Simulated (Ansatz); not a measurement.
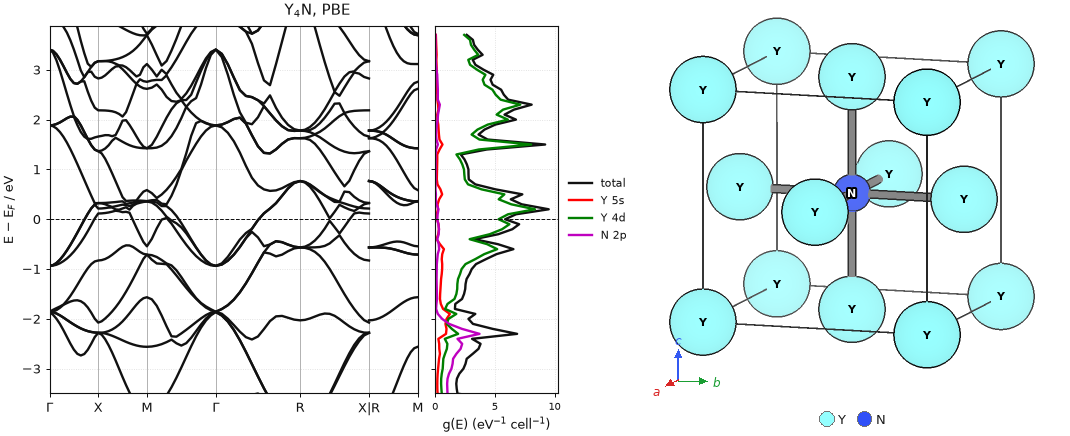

Band structure and density of states, beside the structure. Energies are counted from the Fermi level. The partial curves are projected on Löwdin-orthogonalised atomic shells.

System: Y4N, space group Pm-3m, 5 atoms in the cell.

```xyz
5
Lattice="4.9783 0.0000 0.0000 0.0000 4.9783 0.0000 0.0000 0.0000 4.9783" Properties=species:S:1:pos:R:3 pbc="T T T"
Y     0.0000    2.4892    2.4892
Y     2.4892    2.4892    0.0000
Y     2.4892    0.0000    2.4892
Y     0.0000    0.0000    0.0000
N     2.4892    2.4892    2.4892
```

Ansatz; DFT PBE, scalar-relativistic, plane waves, PAW, no spin polarisation, 8×8×8 k mesh, 420 eV cutoff, Gaussian smearing of 0.1 eV.

Q: Does this material conduct, going by its bands?

A: A metal: 3 bands cross the Fermi level along this path.

Q: On which lines of the path do bands cross the Fermi level?

A: Bands cross the Fermi level on Γ–X, X–M, M–Γ, Γ–R and R–X, and not on R–M.

Q: Which levels at M lie nearest to the Fermi level?

A: At M the nearest levels lie 0.54 eV below and 0.36 eV above the Fermi level.

Q: What is the density of states at the Fermi level?

A: The density of states at the Fermi level is about 7.1 per eV and cell (mean within 0.25 eV), or 1.4 per atom.

The structure is an invented one, so it need not be a known or stable phase. The electron count is odd and the run has no spin polarisation, so a magnetic state may lie lower.
